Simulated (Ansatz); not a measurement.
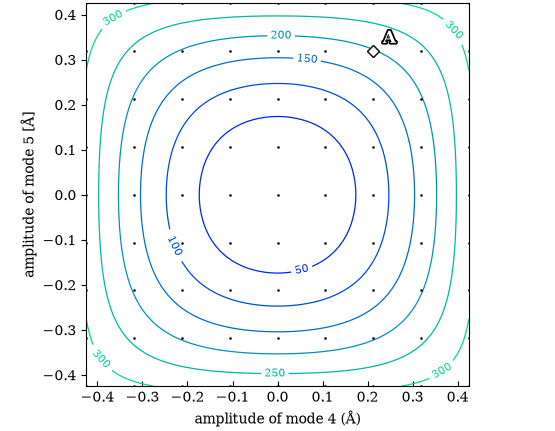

Li (Fm-3m, No. 225; 2 atoms in the cell). The energy is mapped over two normal modes frozen in (zone-centre modes of the 2-atom cell of this scan, which folds in the wave vector (0, 1/2, 1/2) of the primitive cell). First axis: amplitude of mode 4 (255 cm⁻¹), largest displacement. Second axis: amplitude of mode 5 (255 cm⁻¹), largest displacement. Nothing is relaxed (the cell and all other modes fixed). Grid: 9 × 9 points; 15 points were computed and 66 follow by symmetry. Points are written as (first, second). Energies: meV per cell, counted from the lowest grid point. These are results of DFT PBEsol+D3(BJ), scalar-relativistic, plane waves, PAW (Ansatz), not measurements. Settings: cutoff 520 eV, k-mesh 16×16×10 in the order of the run's cell vectors, gaussian smearing 0.15 eV, no spin polarisation.

Drawn: contour lines labelled in meV, dots at the grid points, the point A. Between grid points the surface is interpolated.

Question: Is A at rest? If not, where is it pushed?

Answer: A, at (0.212 Å, 0.319 Å), is not a stationary point. The computed force is 330 meV for each Å towards smaller values of the first coordinate and 780 meV for each Å towards smaller values of the second coordinate.
